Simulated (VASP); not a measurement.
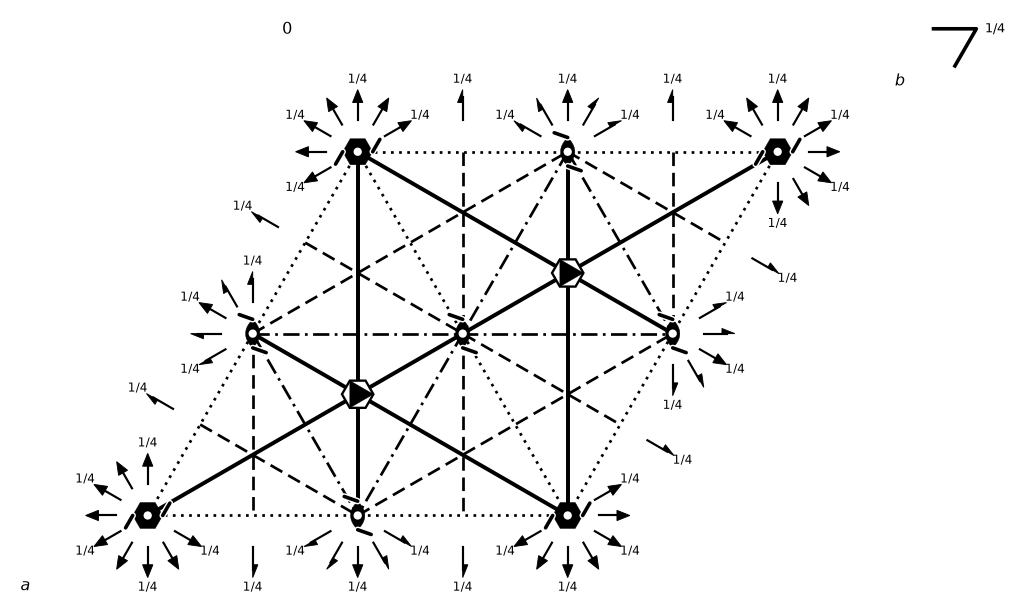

Symmetry elements of a space group, projected down c, computed from the operations of a computed or model structure of composition Ge.

Graphical symbols as in the International Tables (origin upper left, heights as fractions; handed screw axes are marked by their printed symbols).

> Which space group is it?

P6_3/mmc, No. 194; primitive hexagonal, point group 6/mmm, 24 general positions a cell.

> List the elements shown.

−6 axes along c at (1/3, 2/3), (2/3, 1/3); 6₃ axes along c at (0, 0); 2₁ axes along c at (0, 1/2), (1/2, 0), (1/2, 1/2); inversion centres at (0, 0), (0, 1/2), (1/2, 0), (1/2, 1/2); mirror planes holding c and [1 2 0] or [2 1 0] or [−1 1 0]; in-plane glide planes holding c and [1 2 0] or [2 1 0] or [−1 1 0]; c glide planes normal to a*, at x = 0; n glide planes normal to a*, at x = 1/2; c glide planes normal to b*, at y = 0; n glide planes normal to b*, at y = 1/2; c glide planes holding c and [1 1 0]; diagonal glide planes holding c and [1 1 0]; a mirror plane normal to c at height 1/4; 2 axes along [1 1 0] at height 0; 2 axes along [1 2 0] at height 1/4; 2 axes along [2 1 0] at height 1/4; 2 axes along [−1 1 0] at height 1/4; 2 axes along a at height 0; 2 axes along b at height 0; 2₁ axes along [1 1 0] at height 0; 2₁ axes along [1 2 0] at height 1/4; 2₁ axes along [2 1 0] at height 1/4; 2₁ axes along [−1 1 0] at height 1/4; 2₁ axes along a at height 0; 2₁ axes along b at height 0. Heights repeat every half period; positions are (a, b) fractions, modulo 1.
